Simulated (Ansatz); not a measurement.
## Run report: Mg₈HO₈ (charge +1), nudged elastic band (part 1 of 2)

System: Mg₈HO₈ (defect cell, 17 atoms in the cell, total charge +1).
Method: DFT PBE, scalar-relativistic, plane waves, PAW, PAW set soft_1, no spin polarisation (Ansatz 0.2.0).

The structure derives from an entry of the Crystallography Open Database. It belongs to a series of runs on one base structure; here: band between the two ends.

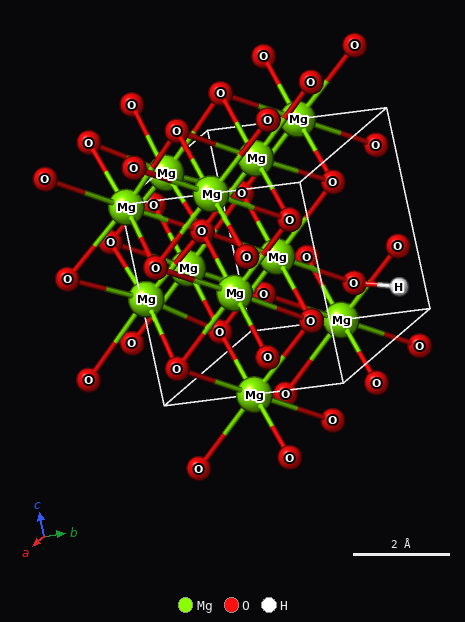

Figure 1. The starting structure (ball-and-stick view of the cell of the calculation, seen slightly off an axis; bonded neighbours outside the cell are drawn too). An atom can appear more than once, as a periodic image.

## Input file
```yaml
crystal:
  lattice:
    - [0.0, 4.2202, 4.2202]
    - [4.2202, 0.0, 4.2202]
    - [4.2202, 4.2202, 0.0]
  atoms:
    - { symbol: Mg, position: [-0.01891922, 0.01676187, -0.01964976] }
    - { symbol: O, position: [0.2480317, 0.25357047, 0.2473047] }
    - { symbol: Mg, position: [-0.01892972, 0.01677206, 0.52189683] }
    - { symbol: O, position: [0.24803552, 0.25357187, 0.7511613] }
    - { symbol: Mg, position: [-0.00057056, 0.50323525, -0.00129517] }
    - { symbol: O, position: [0.24788907, 0.7578996, 0.24714559] }
    - { symbol: Mg, position: [-0.00986857, 0.50906956, 0.500441] }
    - { symbol: O, position: [0.24494703, 0.75963659, 0.74774561] }
    - { symbol: Mg, position: [0.52264779, 0.01679112, -0.01967998] }
    - { symbol: O, position: [0.75187786, 0.25357014, 0.24731452] }
    - { symbol: Mg, position: [0.49756338, 0.00887143, 0.49682283] }
    - { symbol: O, position: [0.74444329, 0.26825848, 0.7436941] }
    - { symbol: Mg, position: [0.50117601, 0.50907423, -0.01060329] }
    - { symbol: O, position: [0.74847887, 0.75963573, 0.24421436] }
    - { symbol: Mg, position: [0.50117534, 0.50907488, 0.5004353] }
    - { symbol: O, position: [0.74848018, 0.7596368, 0.74774747] }
    - { symbol: H, position: [0.18069213, -0.04035346, 0.17989491] }
total_charge: 1
basis:
  ecutwfc: 420.0
kpoints:
  mp_grid: { grid: [3, 3, 3] }
hamiltonian:
  xc: pbe
  pseudopotentials: { kind: paw, azcp: { folder: soft_1 } }
scf:
  occupations: { method: gaussian, width: 0.02 }
  lower_state_search: "off"
neb:
  images: 5
  f_tol: 0.05
  initial_path: idpp
  max_iterations: 65
  optimiser: fire
  final_atoms:
    - { symbol: Mg, position: [-0.00908515, 0.01062749, -0.00097516] }
    - { symbol: O, position: [0.2464403, 0.24879491, 0.25218308] }
    - { symbol: Mg, position: [-0.00322769, 0.00126883, 0.50077905] }
    - { symbol: O, position: [0.23173835, 0.25629575, 0.7557703] }
    - { symbol: Mg, position: [-0.00908674, 0.499528, -0.00097239] }
    - { symbol: O, position: [0.24643826, 0.75267094, 0.25218352] }
    - { symbol: Mg, position: [-0.00909007, 0.49953455, 0.51011342] }
    - { symbol: O, position: [0.2464323, 0.75267264, 0.74831119] }
    - { symbol: Mg, position: [0.48319266, 0.0196574, -0.0224166] }
    - { symbol: O, position: [0.74037899, 0.25223105, 0.25525379] }
    - { symbol: Mg, position: [0.48319966, 0.01964334, 0.51914541] }
    - { symbol: O, position: [0.74036826, 0.25223785, 0.75172821] }
    - { symbol: Mg, position: [0.49113162, 0.50315739, 0.00264834] }
    - { symbol: O, position: [0.74211083, 0.75283312, 0.25231893] }
    - { symbol: Mg, position: [0.48320339, 0.47811214, 0.51913866] }
    - { symbol: O, position: [0.74036367, 0.75575959, 0.75173099] }
    - { symbol: H, position: [0.5403671, -0.1799012, 0.31954507] }
  order_check: true
```

Machine: 2 threads of Arm Neoverse V1, 24 GiB of memory available, shared host.

Command:
```bash
ansatz run input.yaml --threads 2 --pin off --max-ram 5120MiB --backend cpu --events-out ev --progress --plain --runs-dir out
```

## What the program printed
```
Warning: neb: disabling space-group detection — the band's intermediate images generally break the endpoint symmetry, so no spatial operation reduces the k-mesh or symmetrises the density, except that a semilocal band can use its path's symmetry ahead of convergence; time reversal is kept, so that k and −k are solved as one point where they differ and the mesh holds both, and exact exchange and, on two spinor components, a DFT+U term hold to it where the run has them: on two components no moment then forms, and a state that bears one, which a typed moment (crystal.atoms[].spin; refused beside efield: under a hybrid functional) reaches, can lie lower, under hf by electronvolts; crystal.symmetry.detect: false (a key that needs symmetry detection or time reversal refuses this as the deck is read) with time_reversal: false beside it drops time reversal too
Engine: ansatz 0.2.0, aarch64-unknown-linux-gnu
Pseudopotentials: kind: paw
Pseudopotential: Mg, paw, valence charge 10, recommended cutoff 420 eV (normal), [file]
Pseudopotential: O, paw, valence charge 6, recommended cutoff 420 eV (normal), [file]
Pseudopotential: H, paw, valence charge 1, recommended cutoff 420 eV (normal), [file]
Functional definition: PBE
  parameter kappa = 0.804
  parameter beta = 0.06672455060314922
  exchange = pbe_x(kappa = kappa, mu = beta*pi^2/3)
  correlation = pbe_c(beta = beta)
parallel-image band execution: 2 concurrent image workers
NEB image 0
Crystal: 17 atoms, lattice volume = 150.324 Å³
Basis set: ecut = 420 eV, 2891 PW (Γ), exchange–correlation on 80×80×80 points (8 copies of the dense FFT grid, shifted against one another)
Bands: 81, of which v1, the nominal top of the filled ones, is band 64 counted from 1 (63 counted from 0)
Symmetry: 1 space group operations
k-points: 14 of 27 (time reversal used)
Non-local potential: Mg, projectors of the file, l = 0: 3, l = 1: 2, l = 2: 1
Non-local potential: O, projectors of the file, l = 0: 2, l = 1: 2, l = 2: 1
Non-local potential: H, projectors of the file, l = 0: 2, l = 1: 1
PAW form: soft (Blöchl's): semilocal exchange-correlation on the pseudo side does not see the compensation charge
PAW one-centre angular grid: Mg, 110 points (default); XC on 64 Gauss nodes
PAW one-centre angular grid: O, 110 points (default); XC on 64 Gauss nodes
PAW one-centre angular grid: H, 110 points (default); XC on 64 Gauss nodes
Initial density: superposition of atomic densities (chi_scale 0.1, normalization cell, long waves kept (reshape's long-wave potential 0.03 eV rms))
Initial wavefunctions: pseudopotential atomic-orbital guess
Functional: x = pbe(κ = 0.804, μ = 0.2195149727645171), c = pbe(β = 0.06672455060314922)
SCF iter   1: F=—  HF=-19978.678994 eV  |F-HF|=—  |Δ(HF+E_count)|=         —  Δρ=9.28e-2  dr2=8.11e0  ethr=3.10e-3  ⟨swp⟩=6.2  Hψ=4868  notcnv=0  defer=11
preconditioner: auto → Resta (q_TF=auto, 2.656 Å⁻¹)  ε∞=3.3  [insulator: Δε(μ)=4.130 eV  Ē_g=15.904 eV  σ=0.020 eV  W_gap=1.00  n_scr=58 (ndim 8)  ℏωp=24.2 eV  f_vac=0.000  D(μ)=0.00/eV (n_scr^D=0)  ε∞_Penn≈3.3]
SCF iter   2: F=—  HF=-19977.463806 eV  |F-HF|=—  |Δ(HF+E_count)|=    1.22e0  Δρ=4.69e-2  dr2=2.57e0  ethr=3.10e-3  ⟨swp⟩=2.0  Hψ=2175  notcnv=0  defer=163
SCF iter   3: F=—  HF=-19977.439242 eV  |F-HF|=—  |Δ(HF+E_count)|=   2.46e-2  Δρ=8.23e-3  dr2=1.46e-1  ethr=2.01e-3  ⟨swp⟩=3.9  Hψ=2105  notcnv=0  defer=163
SCF iter   4: F=—  HF=-19977.432255 eV  |F-HF|=—  |Δ(HF+E_count)|=   6.99e-3  Δρ=1.89e-3  dr2=8.23e-3  ethr=1.14e-4  ⟨swp⟩=3.0  Hψ=1795  notcnv=0  defer=163
SCF iter   5: F=—  HF=-19977.430836 eV  |F-HF|=—  |Δ(HF+E_count)|=   1.42e-3  Δρ=4.41e-4  dr2=2.28e-4  ethr=6.43e-6  ⟨swp⟩=3.0  Hψ=1798  notcnv=0  defer=163
SCF iter   6: F=—  HF=-19977.430828 eV  |F-HF|=—  |Δ(HF+E_count)|=   8.64e-6  Δρ=1.10e-4  dr2=9.15e-6  ethr=1.78e-7  ⟨swp⟩=2.0  Hψ=1825  notcnv=0  defer=163
SCF iter   7: F=—  HF=-19977.430719 eV  |F-HF|=—  |Δ(HF+E_count)|=   1.08e-4  Δρ=3.04e-5  dr2=7.01e-7  ethr=7.15e-9  ⟨swp⟩=2.0  Hψ=1925  notcnv=0  defer=163
SCF iter   8: F=-19977.430720 eV  HF=-19977.430720 eV  |F-HF|=9.75e-9  |Δ(HF+E_count)|=   2.39e-7  Δρ=5.48e-6  dr2=3.35e-8  ethr=7.81e-11  ⟨swp⟩=5.0  Hψ=4211  notcnv=0
SCF 1 converged in 8 iterations: F = -19977.430720 eV  dr2 = 3.35e-8
  greatest PAW one-centre occupation: 1.000 electrons in one spin orbital (limit 2), on the Mg atom at site 8 (counted from 0), in its partial waves of l = 0
NSCF: frozen V_eff on 14 k-points
NEB image 6
SCF iter   1: F=—  HF=-19978.679114 eV  |F-HF|=—  |Δ(HF+E_count)|=         —  Δρ=9.28e-2  dr2=8.11e0  ethr=3.10e-3  ⟨swp⟩=6.2  Hψ=4863  notcnv=0  defer=11
SCF iter   2: F=—  HF=-19977.463679 eV  |F-HF|=—  |Δ(HF+E_count)|=    1.22e0  Δρ=4.69e-2  dr2=2.57e0  ethr=3.10e-3  ⟨swp⟩=2.0  Hψ=2175  notcnv=0  defer=163
SCF iter   3: F=—  HF=-19977.438541 eV  |F-HF|=—  |Δ(HF+E_count)|=   2.51e-2  Δρ=8.24e-3  dr2=1.46e-1  ethr=2.01e-3  ⟨swp⟩=3.6  Hψ=1996  notcnv=0  defer=163
SCF iter   4: F=—  HF=-19977.432080 eV  |F-HF|=—  |Δ(HF+E_count)|=   6.46e-3  Δρ=1.88e-3  dr2=8.23e-3  ethr=1.14e-4  ⟨swp⟩=3.3  Hψ=1927  notcnv=0  defer=163
SCF iter   5: F=—  HF=-19977.430801 eV  |F-HF|=—  |Δ(HF+E_count)|=   1.28e-3  Δρ=3.64e-4  dr2=2.05e-4  ethr=6.43e-6  ⟨swp⟩=3.0  Hψ=1595  notcnv=0  defer=163
SCF iter   6: F=—  HF=-19977.430821 eV  |F-HF|=—  |Δ(HF+E_count)|=   1.98e-5  Δρ=9.79e-5  dr2=7.36e-6  ethr=1.60e-7  ⟨swp⟩=2.0  Hψ=1825  notcnv=0  defer=163
SCF iter   7: F=—  HF=-19977.430719 eV  |F-HF|=—  |Δ(HF+E_count)|=   1.02e-4  Δρ=2.50e-5  dr2=5.88e-7  ethr=5.75e-9  ⟨swp⟩=2.0  Hψ=1950  notcnv=0  defer=163
SCF iter   8: F=-19977.430719 eV  HF=-19977.430719 eV  |F-HF|=3.37e-9  |Δ(HF+E_count)|=   4.25e-7  Δρ=4.77e-6  dr2=2.71e-8  ethr=7.81e-11  ⟨swp⟩=4.9  Hψ=3968  notcnv=0
SCF 2 converged in 8 iterations: F = -19977.430719 eV  dr2 = 2.71e-8
NSCF: frozen V_eff on 14 k-points
NEB end point (image 0): max|allowed force component| = 1.546e-3 eV/Å (the criterion of neb.relax_end_points is 1.000e-2)
NEB end point (image 6): max|allowed force component| = 2.666e-3 eV/Å (the criterion of neb.relax_end_points is 1.000e-2)
NEB image 1
Initial density: superposition of atomic densities (chi_scale 0.1, normalization cell, long waves kept (reshape's long-wave potential 0.04 eV rms))
SCF iter   1: F=—  HF=-19978.278156 eV  |F-HF|=—  |Δ(HF+E_count)|=         —  Δρ=9.41e-2  dr2=8.48e0  ethr=3.10e-3  ⟨swp⟩=6.0  Hψ=4827  notcnv=0  defer=22
preconditioner: auto → Resta (q_TF=auto, 2.656 Å⁻¹)  ε∞=3.4  [insulator: Δε(μ)=3.834 eV  Ē_g=15.762 eV  σ=0.020 eV  W_gap=1.00  n_scr=58 (ndim 8)  ℏωp=24.2 eV  f_vac=0.000  D(μ)=0.00/eV (n_scr^D=0)  ε∞_Penn≈3.4]
SCF iter   2: F=—  HF=-19976.943141 eV  |F-HF|=—  |Δ(HF+E_count)|=    1.34e0  Δρ=4.71e-2  dr2=2.64e0  ethr=3.10e-3  ⟨swp⟩=2.0  Hψ=2179  notcnv=0  defer=159
SCF iter   3: F=—  HF=-19976.882076 eV  |F-HF|=—  |Δ(HF+E_count)|=   6.11e-2  Δρ=8.39e-3  dr2=1.51e-1  ethr=2.07e-3  ⟨swp⟩=3.1  Hψ=2101  notcnv=0  defer=157
[...]
NEB image 2
preconditioner: auto → Resta (q_TF=auto, 2.656 Å⁻¹)  ε∞=3.4  [insulator: Δε(μ)=3.414 eV  Ē_g=15.646 eV  σ=0.020 eV  W_gap=1.00  n_scr=58 (ndim 8)  ℏωp=24.2 eV  f_vac=0.000  D(μ)=0.00/eV (n_scr^D=0)  ε∞_Penn≈3.4]
NEB image 3
preconditioner: auto → Resta (q_TF=auto, 2.656 Å⁻¹)  ε∞=3.4  [insulator: Δε(μ)=2.852 eV  Ē_g=15.559 eV  σ=0.020 eV  W_gap=1.00  n_scr=58 (ndim 8)  ℏωp=24.2 eV  f_vac=0.000  D(μ)=0.00/eV (n_scr^D=0)  ε∞_Penn≈3.4]
NEB image 4
preconditioner: auto → Resta (q_TF=auto, 2.656 Å⁻¹)  ε∞=3.4  [insulator: Δε(μ)=2.591 eV  Ē_g=15.529 eV  σ=0.020 eV  W_gap=1.00  n_scr=58 (ndim 8)  ℏωp=24.2 eV  f_vac=0.000  D(μ)=0.00/eV (n_scr^D=0)  ε∞_Penn≈3.4]
NEB image 5
preconditioner: auto → Resta (q_TF=auto, 2.656 Å⁻¹)  ε∞=3.4  [insulator: Δε(μ)=3.262 eV  Ē_g=15.617 eV  σ=0.020 eV  W_gap=1.00  n_scr=58 (ndim 8)  ℏωp=24.2 eV  f_vac=0.000  D(μ)=0.00/eV (n_scr^D=0)  ε∞_Penn≈3.4]
NEB iter   1: max|band force component| = 3.840e0 eV/Å  barrier→ = 1.7935 eV  barrier← = 1.7935 eV  Δτ_max = 0.0766 Å  (56 SCF iters)
NEB image 1
Initial density: handed on by an earlier stage of this run
Initial wavefunctions: those handed on with the density
preconditioner: auto → Resta (q_TF=auto, 2.656 Å⁻¹)  ε∞=3.3  [insulator: Δε(μ)=4.041 eV  Ē_g=16.021 eV  σ=0.020 eV  W_gap=1.00  n_scr=58 (ndim 8)  ℏωp=24.2 eV  f_vac=0.000  D(μ)=0.00/eV (n_scr^D=0)  ε∞_Penn≈3.3]
NEB image 2
preconditioner: auto → Resta (q_TF=auto, 2.656 Å⁻¹)  ε∞=3.3  [insulator: Δε(μ)=3.538 eV  Ē_g=15.912 eV  σ=0.020 eV  W_gap=1.00  n_scr=58 (ndim 8)  ℏωp=24.2 eV  f_vac=0.000  D(μ)=0.00/eV (n_scr^D=0)  ε∞_Penn≈3.3]
NEB image 3
preconditioner: auto → Resta (q_TF=auto, 2.656 Å⁻¹)  ε∞=3.4  [insulator: Δε(μ)=2.703 eV  Ē_g=15.793 eV  σ=0.020 eV  W_gap=1.00  n_scr=58 (ndim 8)  ℏωp=24.2 eV  f_vac=0.000  D(μ)=0.00/eV (n_scr^D=0)  ε∞_Penn≈3.4]
NEB image 4
preconditioner: auto → Resta (q_TF=auto, 2.656 Å⁻¹)  ε∞=3.4  [insulator: Δε(μ)=2.259 eV  Ē_g=15.740 eV  σ=0.020 eV  W_gap=1.00  n_scr=58 (ndim 8)  ℏωp=24.2 eV  f_vac=0.000  D(μ)=0.00/eV (n_scr^D=0)  ε∞_Penn≈3.4]
NEB image 5
preconditioner: auto → Resta (q_TF=auto, 2.656 Å⁻¹)  ε∞=3.3  [insulator: Δε(μ)=3.031 eV  Ē_g=15.817 eV  σ=0.020 eV  W_gap=1.00  n_scr=58 (ndim 8)  ℏωp=24.2 eV  f_vac=0.000  D(μ)=0.00/eV (n_scr^D=0)  ε∞_Penn≈3.3]
NEB iter   2: max|band force component| = 3.172e0 eV/Å  barrier→ = 1.5484 eV  barrier← = 1.5484 eV  Δτ_max = 0.1396 Å  (30 SCF iters)
[... from here on the SCF iterations and repeated set-up lines of each step are left out, up to the last step ...]
NEB image 1
NEB image 2
NEB image 3
NEB image 4
NEB image 5
NEB iter   3: max|band force component| = 5.381e0 eV/Å  barrier→ = 1.2388 eV  barrier← = 1.2388 eV  Δτ_max = 0.0276 Å  (33 SCF iters)
NEB image 1
NEB image 2
NEB image 3
NEB image 4
NEB image 5
NEB iter   4: max|band force component| = 2.244e0 eV/Å  barrier→ = 1.2164 eV  barrier← = 1.2164 eV  Δτ_max = 0.0385 Å  (30 SCF iters)
NEB image 1
NEB image 2
NEB image 3
NEB image 4
NEB image 5
NEB iter   5: max|band force component| = 1.808e0 eV/Å  barrier→ = 1.1713 eV  barrier← = 1.1713 eV  Δτ_max = 0.0089 Å  (30 SCF iters)
NEB image 1
NEB image 2
NEB image 3
NEB image 4
NEB image 5
NEB iter   6: max|band force component| = 1.670e0 eV/Å  barrier→ = 1.1509 eV  barrier← = 1.1509 eV  Δτ_max = 0.0172 Å  (30 SCF iters)
NEB image 1
NEB image 2
NEB image 3
NEB image 4
NEB image 5
NEB iter   7: max|band force component| = 1.376e0 eV/Å  barrier→ = 1.1108 eV  barrier← = 1.1108 eV  Δτ_max = 0.0237 Å  (30 SCF iters)
NEB image 1
NEB image 2
NEB image 3
NEB image 4
NEB image 5
NEB iter   8: max|band force component| = 1.180e0 eV/Å  barrier→ = 1.0527 eV  barrier← = 1.0527 eV  Δτ_max = 0.0273 Å  (30 SCF iters)
NEB image 1
NEB image 2
NEB image 3
NEB image 4
NEB image 5
NEB iter   9: max|band force component| = 1.068e0 eV/Å  barrier→ = 0.9783 eV  barrier← = 0.9783 eV  Δτ_max = 0.0325 Å  (30 SCF iters)
NEB image 1
NEB image 2
NEB image 3
NEB image 4
NEB image 5
NEB iter  10: max|band force component| = 1.144e0 eV/Å  barrier→ = 0.8906 eV  barrier← = 0.8906 eV  Δτ_max = 0.0048 Å  (30 SCF iters)
NEB image 1
NEB image 2
NEB image 3
NEB image 4
NEB image 5
NEB iter  11: max|band force component| = 1.156e0 eV/Å  barrier→ = 0.8762 eV  barrier← = 0.8762 eV  Δτ_max = 0.0095 Å  (30 SCF iters)
NEB image 1
NEB image 2
NEB image 3
NEB image 4
NEB image 5
NEB iter  12: max|band force component| = 1.178e0 eV/Å  barrier→ = 0.8475 eV  barrier← = 0.8475 eV  Δτ_max = 0.0142 Å  (30 SCF iters)
NEB image 1
NEB image 2
NEB image 3
NEB image 4
NEB image 5
NEB iter  13: max|band force component| = 1.201e0 eV/Å  barrier→ = 0.8051 eV  barrier← = 0.8051 eV  Δτ_max = 0.0186 Å  (30 SCF iters)
NEB image 1
NEB image 2
NEB image 3
NEB image 4
NEB image 5
NEB iter  14: max|band force component| = 1.215e0 eV/Å  barrier→ = 0.7502 eV  barrier← = 0.7502 eV  Δτ_max = 0.0226 Å  (30 SCF iters)
NEB image 1
NEB image 2
NEB image 3
NEB image 4
NEB image 5
NEB iter  15: max|band force component| = 1.205e0 eV/Å  barrier→ = 0.6859 eV  barrier← = 0.6859 eV  Δτ_max = 0.0271 Å  (30 SCF iters)
NEB image 1
NEB image 2
NEB image 3
NEB image 4
NEB image 5
NEB iter  16: max|band force component| = 1.152e0 eV/Å  barrier→ = 0.6173 eV  barrier← = 0.6173 eV  Δτ_max = 0.0351 Å  (30 SCF iters)
NEB image 1
NEB image 2
NEB image 3
NEB image 4
NEB image 5
NEB iter  17: max|band force component| = 1.018e0 eV/Å  barrier→ = 0.5455 eV  barrier← = 0.5455 eV  Δτ_max = 0.0442 Å  (30 SCF iters)
NEB image 1
NEB image 2
NEB image 3
NEB image 4
NEB image 5
NEB iter  18: max|band force component| = 7.730e-1 eV/Å  barrier→ = 0.4854 eV  barrier← = 0.4854 eV  Δτ_max = 0.0525 Å  (30 SCF iters)
NEB image 1
NEB image 2
NEB image 3
NEB image 4
NEB image 5
NEB iter  19: max|band force component| = 6.311e-1 eV/Å  barrier→ = 0.4535 eV  barrier← = 0.4535 eV  Δτ_max = 0.0577 Å  (30 SCF iters)
NEB image 1
NEB image 2
NEB image 3
NEB image 4
NEB image 5
NEB iter  20: max|band force component| = 9.928e-1 eV/Å  barrier→ = 0.4440 eV  barrier← = 0.4440 eV  Δτ_max = 0.0110 Å  (30 SCF iters)
NEB image 1
NEB image 2
NEB image 3
NEB image 4
NEB image 5
NEB iter  21: max|band force component| = 7.728e-1 eV/Å  barrier→ = 0.4218 eV  barrier← = 0.4218 eV  Δτ_max = 0.0196 Å  (30 SCF iters)
NEB image 1
NEB image 2
NEB image 3
NEB image 4
NEB image 5
NEB iter  22: max|band force component| = 4.937e-1 eV/Å  barrier→ = 0.3936 eV  barrier← = 0.3936 eV  CI = image 4  Δτ_max = 0.0251 Å  (30 SCF iters)
NEB image 1
NEB image 2
NEB image 3
NEB image 4
NEB image 5
NEB iter  23: max|band force component| = 6.154e-1 eV/Å  barrier→ = 0.3824 eV  barrier← = 0.3824 eV  CI = image 4  Δτ_max = 0.0249 Å  (30 SCF iters)
NEB image 1
NEB image 2
NEB image 3
NEB image 4
NEB image 5
NEB iter  24: max|band force component| = 6.830e-1 eV/Å  barrier→ = 0.3968 eV  barrier← = 0.3968 eV  CI = image 4  Δτ_max = 0.0261 Å  (30 SCF iters)
NEB image 1
NEB image 2
NEB image 3
NEB image 4
NEB image 5
NEB iter  25: max|band force component| = 6.408e-1 eV/Å  barrier→ = 0.4239 eV  barrier← = 0.4239 eV  CI = image 4  Δτ_max = 0.0341 Å  (30 SCF iters)
NEB image 1
NEB image 2
NEB image 3
NEB image 4
NEB image 5
NEB iter  26: max|band force component| = 5.857e-1 eV/Å  barrier→ = 0.4436 eV  barrier← = 0.4436 eV  CI = image 4  Δτ_max = 0.0443 Å  (30 SCF iters)
NEB image 1
NEB image 2
NEB image 3
NEB image 4
NEB image 5
NEB iter  27: max|band force component| = 5.279e-1 eV/Å  barrier→ = 0.4430 eV  barrier← = 0.4430 eV  CI = image 4  Δτ_max = 0.0525 Å  (30 SCF iters)
NEB image 1
NEB image 2
NEB image 3
NEB image 4
NEB image 5
NEB iter  28: max|band force component| = 4.080e-1 eV/Å  barrier→ = 0.4208 eV  barrier← = 0.4208 eV  CI = image 4  Δτ_max = 0.0567 Å  (30 SCF iters)
NEB image 1
NEB image 2
NEB image 3
NEB image 4
NEB image 5
NEB iter  29: max|band force component| = 5.364e-1 eV/Å  barrier→ = 0.3971 eV  barrier← = 0.3971 eV  CI = image 4  Δτ_max = 0.0096 Å  (30 SCF iters)
NEB image 1
NEB image 2
NEB image 3
NEB image 4
NEB image 5
NEB iter  30: max|band force component| = 4.112e-1 eV/Å  barrier→ = 0.3911 eV  barrier← = 0.3911 eV  CI = image 4  Δτ_max = 0.0151 Å  (30 SCF iters)
NEB image 1
NEB image 2
NEB image 3
NEB image 4
NEB image 5
NEB iter  31: max|band force component| = 2.593e-1 eV/Å  barrier→ = 0.3854 eV  barrier← = 0.3854 eV  CI = image 4  Δτ_max = 0.0203 Å  (30 SCF iters)
NEB image 1
NEB image 2
preconditioner: auto → Resta (q_TF=auto, 2.656 Å⁻¹)  ε∞=3.3  [insulator: Δε(μ)=4.227 eV  Ē_g=16.039 eV  σ=0.020 eV  W_gap=1.00  n_scr=58 (ndim 8)  ℏωp=24.2 eV  f_vac=0.000  D(μ)=0.00/eV (n_scr^D=0)  ε∞_Penn≈3.3]
NEB image 3
preconditioner: auto → Resta (q_TF=auto, 2.656 Å⁻¹)  ε∞=3.3  [insulator: Δε(μ)=4.276 eV  Ē_g=16.033 eV  σ=0.020 eV  W_gap=1.00  n_scr=58 (ndim 8)  ℏωp=24.2 eV  f_vac=0.000  D(μ)=0.00/eV (n_scr^D=0)  ε∞_Penn≈3.3]
NEB image 4
preconditioner: auto → Resta (q_TF=auto, 2.656 Å⁻¹)  ε∞=3.3  [insulator: Δε(μ)=4.342 eV  Ē_g=15.992 eV  σ=0.020 eV  W_gap=1.00  n_scr=58 (ndim 8)  ℏωp=24.2 eV  f_vac=0.000  D(μ)=0.00/eV (n_scr^D=0)  ε∞_Penn≈3.3]
NEB image 5
preconditioner: auto → Resta (q_TF=auto, 2.656 Å⁻¹)  ε∞=3.3  [insulator: Δε(μ)=4.287 eV  Ē_g=16.027 eV  σ=0.020 eV  W_gap=1.00  n_scr=58 (ndim 8)  ℏωp=24.2 eV  f_vac=0.000  D(μ)=0.00/eV (n_scr^D=0)  ε∞_Penn≈3.3]
NEB iter  32: max|band force component| = 2.513e-1 eV/Å  barrier→ = 0.3842 eV  barrier← = 0.3842 eV  CI = image 4  Δτ_max = 0.0226 Å  (30 SCF iters)
```

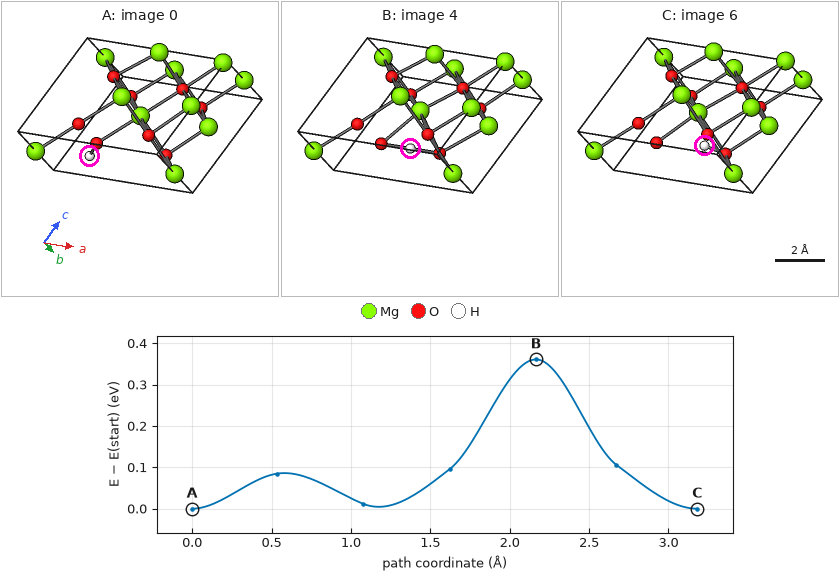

Figure 2. Images of the last band (counted from 0; ball-and-stick, reduced simulation cell, seen at an oblique angle), with the moving atom and its periodic copies ringed, above the energy along the path; the line is a cubic interpolation that uses the forces. The highest image is number 4, 0.361 eV above the start and 0.361 eV above the end (the climbing image); start and end have the same energy. The path is 3.18 Å long, and H17 moves most (2.30 Å). The band converged in 59 iterations.
